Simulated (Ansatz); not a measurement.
```xyz
9
Lattice="4.3566 0.0000 0.0000 -2.1783 3.7729 0.0000 0.0000 0.0000 4.9237" Properties=species:S:1:pos:R:3 pbc="T T T"
Ti    1.5943    0.0000    1.6412
Ti   -0.7972    1.3807    3.2825
Ti    1.3811    2.3922    0.0000
O     2.8937    0.2898    0.3536
O     0.7155    3.4831    2.9289
O     0.9824    1.1220    3.6360
O    -1.1959    2.6509    4.5701
O     2.6587    2.3612    1.9948
O     0.4805    1.4118    1.2877
```

Space group P3₁21; a structure from a database of computed crystals, not necessarily the ambient phase; computed pressure about 30 GPa in this cell.

Computed with Kohn-Sham DFT of a periodic cell, PBE, Ansatz PAW in Ansatz 0.2.0.

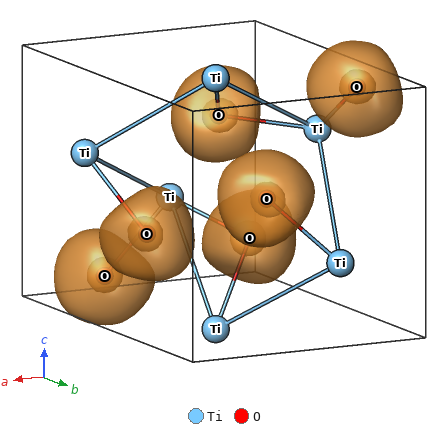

TiO2. Isosurface of the ELF at 0.65 (orange), seen at an oblique angle. Core shells and regions of very low density are left out. Sticks mark near contacts.

Core electrons are frozen (PAW), and the valence fields are smoothed inside the atomic spheres.

> Where are the electrons localised?

The ELF exceeds this value in six regions wrapped around O (the valence shell of each), counted in one cell of 9 atoms. Any copies at cell faces, edges or corners count once.

Values along the shortest contacts:
Ti–O (1.83 Å): the ELF peaks at about 0.80 in the valence shell of O, 0.6 Å from its nucleus, and is about 0.25 at the midpoint; no shared electron pair shows on this line. Ti–Ti (2.91 Å): the ELF is about 0.30 at the midpoint.
